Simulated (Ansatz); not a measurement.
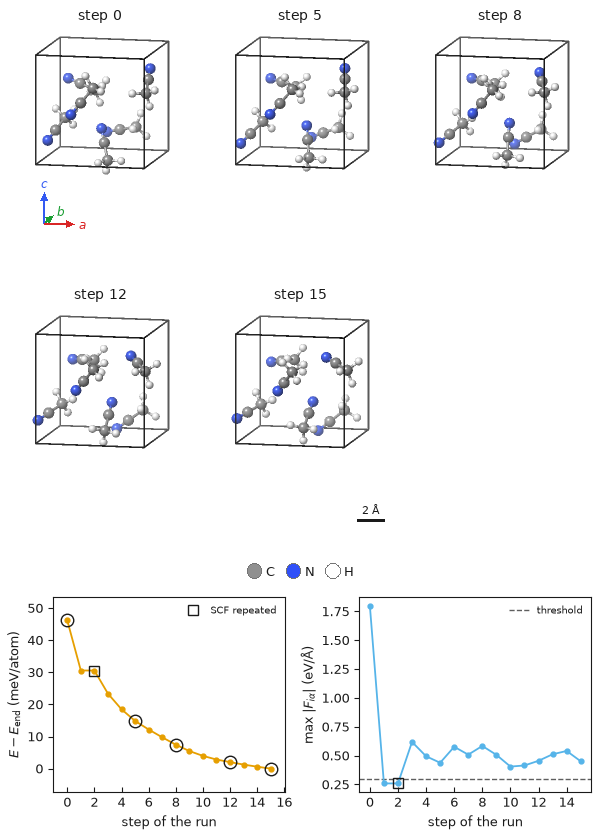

Frames of a relaxation of an amorphous cell of composition H$_{3}$C$_{2}$N, marked on the history of the run. A ball-and-stick model of the cell of the calculation, seen slightly off an axis.

The cell holds 6 CH3CN. The run prepares the start of a later molecular dynamics calculation, from a guessed geometry.

The calculation used DFT PBE-D3(BJ), scalar-relativistic, plane waves, PAW (Ansatz). (plane-wave cutoff 420 eV; k-point mesh 1 × 1 × 1; occupations fermi dirac; smearing width 0.02 eV; no spin polarisation; atoms relaxed in a fixed cell; force threshold 0.3 eV/Å; at most 15 steps)

Question: Describe the path.

Answer: The relaxation stopped without meeting its thresholds, so the last structure isn't shown to be converged. It used up its limit of 15 steps. The atom that moves furthest is an N atom (2.05 Å along [−3 −2 −1]). By element the largest moves are N 2.05 Å, H 1.43 Å, C 1.23 Å. The cell doesn't change. Among the contacts that change: C–H 1.092 → 1.107 Å, C–N 1.178 → 1.163 Å, C–C 1.461 → 1.451 Å. Bond angles that change, for instance: H–C–H 108.8° → 110.9°. The energy falls by 46.1 meV per atom in 14 accepted moves (15 points after the start). Largest force component: 1.8 eV/Å at the start, 0.45 eV/Å at the end. 1 step only repeated the SCF at the same geometry. The forces were under the threshold at step 1, but the run went on from there. From step 0 to 5: an N atom moves most (0.77 Å), energy −31.3 meV per atom. From step 5 to 8: an N atom moves most (0.58 Å), energy −7.4 meV per atom. From step 8 to 12: an N atom moves most (0.77 Å), energy −5.4 meV per atom. From step 12 to 15: an H atom moves most (0.54 Å), energy −2.0 meV per atom.

```json
{"step": "0", "E − E(0), meV/atom": "0.00", "largest force component, eV/Å": "1.8000", "note": ""}
{"step": "1", "E − E(0), meV/atom": "-15.59", "largest force component, eV/Å": "0.2592", "note": ""}
{"step": "2", "E − E(0), meV/atom": "-15.59", "largest force component, eV/Å": "0.2590", "note": "same geometry, SCF repeated"}
{"step": "3", "E − E(0), meV/atom": "-22.80", "largest force component, eV/Å": "0.6189", "note": ""}
{"step": "4", "E − E(0), meV/atom": "-27.67", "largest force component, eV/Å": "0.4947", "note": ""}
{"step": "5", "E − E(0), meV/atom": "-31.30", "largest force component, eV/Å": "0.4382", "note": ""}
{"step": "6", "E − E(0), meV/atom": "-33.96", "largest force component, eV/Å": "0.5767", "note": ""}
{"step": "7", "E − E(0), meV/atom": "-36.39", "largest force component, eV/Å": "0.5086", "note": ""}
{"step": "8", "E − E(0), meV/atom": "-38.68", "largest force component, eV/Å": "0.5838", "note": ""}
{"step": "9", "E − E(0), meV/atom": "-40.67", "largest force component, eV/Å": "0.5071", "note": ""}
{"step": "10", "E − E(0), meV/atom": "-42.18", "largest force component, eV/Å": "0.4051", "note": ""}
{"step": "11", "E − E(0), meV/atom": "-43.32", "largest force component, eV/Å": "0.4148", "note": ""}
{"step": "12", "E − E(0), meV/atom": "-44.12", "largest force component, eV/Å": "0.4554", "note": ""}
{"step": "13", "E − E(0), meV/atom": "-44.89", "largest force component, eV/Å": "0.5118", "note": ""}
{"step": "14", "E − E(0), meV/atom": "-45.55", "largest force component, eV/Å": "0.5406", "note": ""}
{"step": "15", "E − E(0), meV/atom": "-46.15", "largest force component, eV/Å": "0.4512", "note": ""}
```

Limits of the set-up: the program's low-accuracy preset was used; the periodic images lie only 8.3 Å apart, so the values are limited by the cell's size.
